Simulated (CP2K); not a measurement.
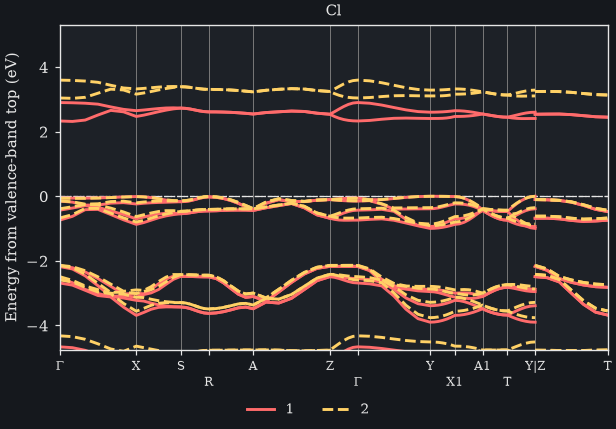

Band structures of Cl, space group Cmce, 4 atoms in the primitive cell (a = 3.87 Å, b = 3.87 Å, c = 8.21 Å, α = 90.00°, β = 90.00°, γ = 71.16°), by two methods on the same cell. Each is counted from its own valence-band top.

Question: Which curve is which? The methods: TB-mBJ, PBEsol.

Answer: 1 is PBEsol; 2 is TB-mBJ. PBEsol gives a gap of 2.32 eV along the path and TB-mBJ gives a gap of 3.03 eV along the path.

Settings. PBEsol: POTENTIAL_UZH Cl GTH-PBE-q7; TZVP-MOLOPT-PBE-GTH basis, no spin polarisation, no spin-orbit coupling, 7×7×4 k mesh, Fermi-Dirac smearing of 0.1 eV (CP2K 2026.2). TB-mBJ: POTENTIAL_UZH Cl GTH-PBE-q7; TZVP-MOLOPT-PBE-GTH basis, no spin polarisation, no spin-orbit coupling, 7×7×4 k mesh, Fermi-Dirac smearing of 0.026 eV (CP2K 2026.2).

In reduced coordinates of the cell that was run, X is (0.378, −0.378, 0), S is (0, −0.5, 0), R is (0, −0.5, −0.5), A is (0.378, −0.378, −0.5), Z is (0, 0, −0.5), Y is (−0.5, −0.5, 0), X1 is (−0.378, −0.622, 0), A1 is (−0.378, −0.622, −0.5) and T is (−0.5, −0.5, −0.5). The potentials were made for another functional. The basis of atomic orbitals isn't converged, which shifts gaps and empty levels. LDA, GGA and most meta-GGA functionals understate gaps. TB-mBJ: this is a model potential without an energy functional, so only levels have meaning.
